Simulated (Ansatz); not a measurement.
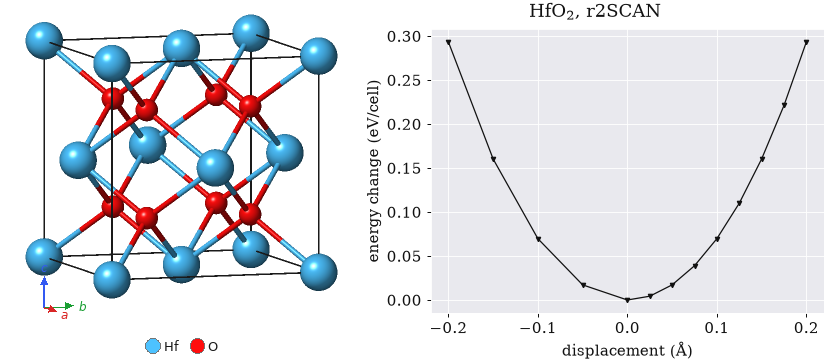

The figure shows the energy change against displacement for HfO₂, space group Fm-3m (No. 225). The cell is drawn beside the plot.

Structure:
```xyz
12
Lattice="5.1150 0.0000 0.0000 0.0000 -5.1150 0.0000 0.0000 0.0000 -5.1150" Properties=species:S:1:pos:R:3 pbc="T T T"
Hf    0.0000   -2.5575   -2.5575
Hf    2.5575    0.0000   -2.5575
Hf    2.5575   -2.5575    0.0000
Hf    0.0000    0.0000    0.0000
O     1.2788   -1.2788   -1.2788
O     3.8363   -3.8363   -1.2788
O     3.8363   -1.2788   -3.8363
O     1.2788   -3.8363   -3.8363
O     3.8363   -3.8363   -3.8363
O     1.2788   -1.2788   -3.8363
O     1.2788   -3.8363   -1.2788
O     3.8363   -1.2788   -1.2788
```

Calculation (Ansatz 0.2.0): one atom of a crystal moved along a line, all else fixed, by plane-wave density functional theory with PAW datasets, free energies less that of the undisturbed cell, pressure positive in compression; scalar-relativistic. Level: r2SCAN, no spin polarisation.

- wave cutoff: 500 eV
- k mesh: 6×6×6
- occupations: Gaussian
- smearing width: 0.05 eV
- k shift: (0, 0, 0) (mesh steps)
- start: as given
- moved atom: 1
- direction: (0.7071, −0.7071, 0) (Cartesian unit vector)

The points at displacement −0.15, −0.05, 0.1 and 0.2 follow from computed ones by symmetry.

From this curve and the settings, what does the calculation give for the force along the direction (sum over moved atoms), pressure and gap on the k mesh at the same points?

The force along the direction (sum over moved atoms) falls from 3.13 eV/Å at displacement −0.200 Å to −3.13 eV/Å at 0.200 Å, and changes sign near 0.000 Å. The pressure goes from −7.201 GPa at displacement −0.200 Å to −7.201 GPa at 0.200 Å, not monotonically, with a low of −8.425 GPa at 0.000 Å. The gap on the k mesh stays open and runs from 3.936 eV at displacement −0.200 Å to 3.936 eV at 0.200 Å, with its largest value, 4.212 eV, at 0.000 Å.

```json
{"displacement (Å)": "-0.200", "force along the direction (sum over moved atoms) (eV/Å)": "3.13", "pressure (GPa)": "-7.201", "gap on the k mesh (eV)": "3.936"}
{"displacement (Å)": "-0.150", "force along the direction (sum over moved atoms) (eV/Å)": "2.22", "pressure (GPa)": "-7.745", "gap on the k mesh (eV)": "4.048"}
{"displacement (Å)": "-0.100", "force along the direction (sum over moved atoms) (eV/Å)": "1.42", "pressure (GPa)": "-8.126", "gap on the k mesh (eV)": "4.136"}
{"displacement (Å)": "-0.050", "force along the direction (sum over moved atoms) (eV/Å)": "0.69", "pressure (GPa)": "-8.351", "gap on the k mesh (eV)": "4.192"}
{"displacement (Å)": "0.000", "force along the direction (sum over moved atoms) (eV/Å)": "0.00", "pressure (GPa)": "-8.425", "gap on the k mesh (eV)": "4.212"}
{"displacement (Å)": "0.025", "force along the direction (sum over moved atoms) (eV/Å)": "-0.34", "pressure (GPa)": "-8.407", "gap on the k mesh (eV)": "4.207"}
{"displacement (Å)": "0.050", "force along the direction (sum over moved atoms) (eV/Å)": "-0.69", "pressure (GPa)": "-8.351", "gap on the k mesh (eV)": "4.192"}
{"displacement (Å)": "0.075", "force along the direction (sum over moved atoms) (eV/Å)": "-1.05", "pressure (GPa)": "-8.257", "gap on the k mesh (eV)": "4.168"}
{"displacement (Å)": "0.100", "force along the direction (sum over moved atoms) (eV/Å)": "-1.42", "pressure (GPa)": "-8.126", "gap on the k mesh (eV)": "4.136"}
{"displacement (Å)": "0.125", "force along the direction (sum over moved atoms) (eV/Å)": "-1.81", "pressure (GPa)": "-7.955", "gap on the k mesh (eV)": "4.095"}
{"displacement (Å)": "0.150", "force along the direction (sum over moved atoms) (eV/Å)": "-2.22", "pressure (GPa)": "-7.745", "gap on the k mesh (eV)": "4.048"}
{"displacement (Å)": "0.175", "force along the direction (sum over moved atoms) (eV/Å)": "-2.66", "pressure (GPa)": "-7.494", "gap on the k mesh (eV)": "3.994"}
{"displacement (Å)": "0.200", "force along the direction (sum over moved atoms) (eV/Å)": "-3.13", "pressure (GPa)": "-7.201", "gap on the k mesh (eV)": "3.936"}
```

Keep in mind: reference crystal is not relaxed.
